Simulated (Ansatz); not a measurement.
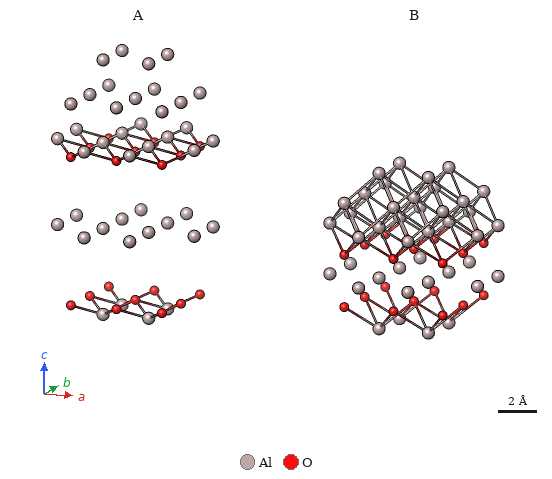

Two geometries of a crystal of Al₂O (a generated structure, set up in P4/mmm) (coarse preliminary run), drawn at one scale. One is the start of a relaxation, the other its converged end. Style: ball-and-stick. Shown: the atoms within 5.0 Å of the atom that moves most (axes of the cell of the calculation), slightly off an axis.

Theory: DFT PBE, scalar-relativistic, plane waves, PAW in Ansatz. Set-up: plane-wave cutoff 420 eV; k-point mesh 6 × 6 × 2; occupations gaussian; smearing width 0.1 eV; no spin polarisation; cell and atoms relaxed; force threshold 0.04 eV/Å; at most 70 steps.

**Which geometry has the lower energy?**

Structure A is the relaxed one. The largest moves relative to the cell, 1.72 Å, are those of O atoms. Largest moves by element: O 1.72 Å, Al 0.16 Å. The volume changes by +40.3 %, with a = b 2.856 → 2.644 Å (−7.4 %), c 8.507 → 13.932 Å (+63.8 %). Some distances before and after: Al–O 2.427 → 1.978 Å, Al–Al 2.503 → 2.935 Å. The space group stays P4/mmm (No. 123). Over 19 accepted moves (23 points after the start) the energy falls by 4.849 eV per cell of the calculation. Largest force component: 2.6 eV/Å at the start, 0.0069 eV/Å at the end. The pressure goes from 13.04 to 0.04 GPa. The SCF was repeated 4 times at an unchanged geometry on a basis and grid sized afresh for the cell, which shifted the energy by 0.446 eV per cell of the calculation at most. The run took 51 s on 1 thread of Arm Neoverse V1 (shared host), peak memory 0.34 GiB.
